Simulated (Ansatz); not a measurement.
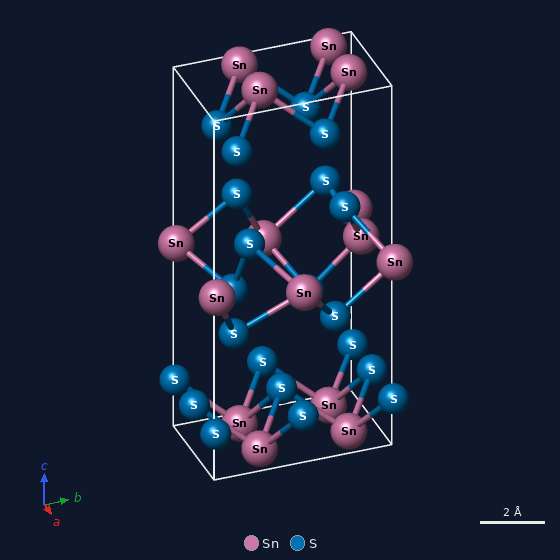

We look at a ball-and-stick model of the crystal slightly off an axis. The outline marks the supercell. The host is SnS$_{2}$, in a cell of 24 sites, and the cell carries a charge of -3.

**Describe the defect.**

A tin vacancy. Around the empty site lie two S at about 1.9 to 2.0 Å.

Theory: Ansatz 0.2.0, DFT PBE+D3(BJ), scalar-relativistic, plane waves, PAW. Numerical settings: a basis cut at 420 eV, k-point mesh 2×2×2, Gaussian smearing of 0.01 eV, collinear spins.

**Does the calculation give a net moment?**

No net moment.

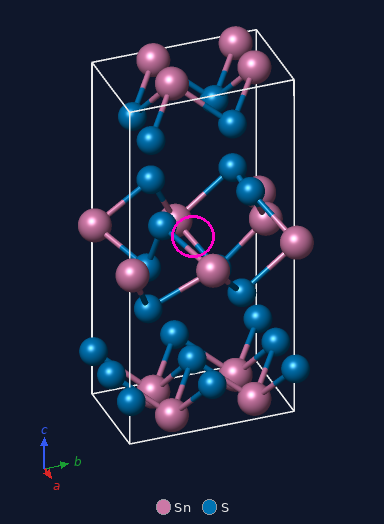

The same cell with a ring at the defect's site.

The atoms were relaxed in the host's cell with DFT PBE+D3(BJ), scalar-relativistic, plane waves, PAW in Ansatz 0.2.0.
